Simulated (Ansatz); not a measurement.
The compound is WSe₂ (space group P6_3/mmc, No. 194), taken as coordinates from a relaxation with DFT, PBEsol, plane waves, PAW in Ansatz; the starting structure was generated, so it need not be a known form of this composition.

```cif
data_structure
_symmetry_space_group_name_H-M 'P6_3/mmc'
_symmetry_Int_Tables_number 194
_cell_length_a 3.2718
_cell_length_b 3.2718
_cell_length_c 13.2005
_cell_angle_alpha 90.000
_cell_angle_beta 90.000
_cell_angle_gamma 120.000
_cell_volume 122.37
loop_
_atom_site_label
_atom_site_type_symbol
_atom_site_symmetry_multiplicity
_atom_site_Wyckoff_symbol
_atom_site_fract_x
_atom_site_fract_y
_atom_site_fract_z
_atom_site_occupancy
W1 W 2 c 0.33333 0.66667 0.25000 1
Se1 Se 4 f 0.66667 0.33333 0.37682 1
```

Bonds are taken as Se–W below 2.8 Å. Atoms with one bond or none are removed and atoms with two bonds are replaced by edges, until no such atom is left.

Derive the underlying net.

The result is a binodal (3,6)-connected, two-periodic (layers) net: Se is a 3-connected node; W is a 6-connected node, in the ratio 2:1. It is the net of the trigonal-prismatic layers of 2H-MoS2. The layers lie parallel to (001).

```
node  links  point symbol  coordination sequence
  Se      3            4³        3 13 9 24 15 36
   W      6        4³·6¹²        6 6 18 12 30 18
```

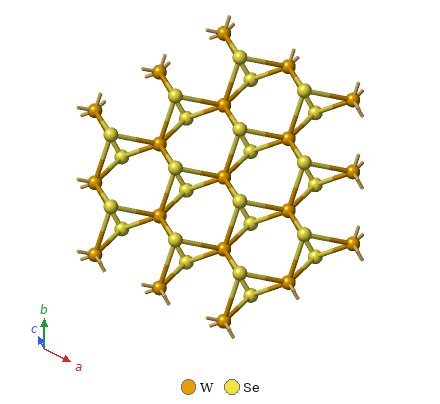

Nodes are coloured by topological kind. One layer is drawn. Edges to nodes outside the piece are drawn as stubs.
